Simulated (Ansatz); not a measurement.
System: Co, space group P6_3/mmc (No. 194).

The given structure:
```xyz
8
Lattice="-1.2458 -2.1578 0.0000 1.2458 -2.1578 0.0000 0.0000 0.0000 16.1866" Properties=species:S:1:pos:R:3 pbc="T T T"
Co    0.0000   -4.3156   15.1750
Co    0.0000   -4.3156    7.0817
Co    0.0000   -2.8770    1.0117
Co    0.0000   -2.8770    9.1050
Co    0.0000   -4.3156    3.0350
Co    0.0000   -4.3156   11.1283
Co    0.0000   -1.4385    5.0583
Co    0.0000   -1.4385   13.1516
```

Computed with Ansatz 0.2.0: rigid opening of a crystal across a plane by lengthening cell vector c along the normal, one cut a cell, unrelaxed, by plane-wave density functional theory with PAW datasets, free energies less that of the undisturbed cell; scalar-relativistic. Level: PBE, collinear spin.

```
          setting                          value
      wave cutoff                         420 eV
           k mesh                        21×21×3
      occupations                       Gaussian
   smearing width                        0.15 eV
          k shift         (0, 0, 0) (mesh steps)
            start                        relaxed
height of the cut  0 (fraction of cell vector c)
```

Describe the result: the separation energy and traction against opening. The opening takes the values 0.0, 0.5, 1.0, 3.0 Å.

The separation energy rises from 0.0 mJ/m² at opening 0.0 Å to 4273.4 mJ/m² at 3.0 Å. The traction goes from −0.04 GPa at opening 0.0 Å to 1.17 GPa at 3.0 Å, not monotonically, with a high of 31.40 GPa at 0.5 Å.

```csv
opening (Å),separation energy (mJ/m²),traction (GPa)
0.0,0.0,-0.04
0.5,1097.4,31.40
1.0,2537.6,24.01
3.0,4273.4,1.17
```

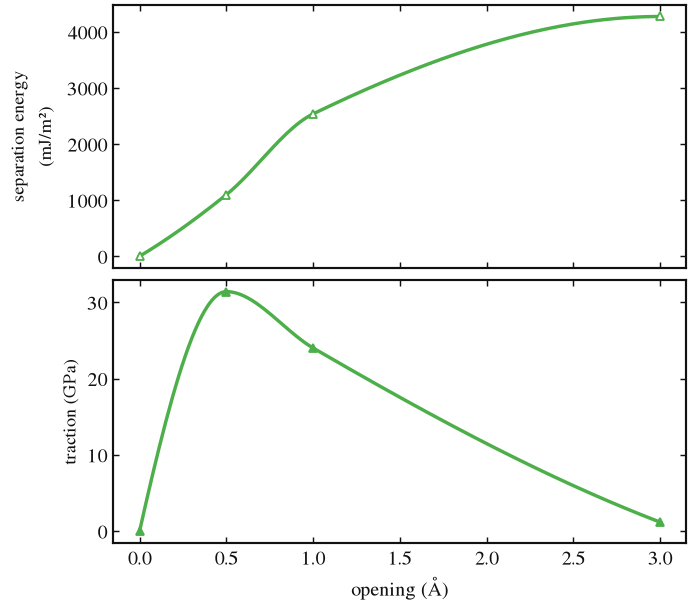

Keep in mind: state may not be the lowest.
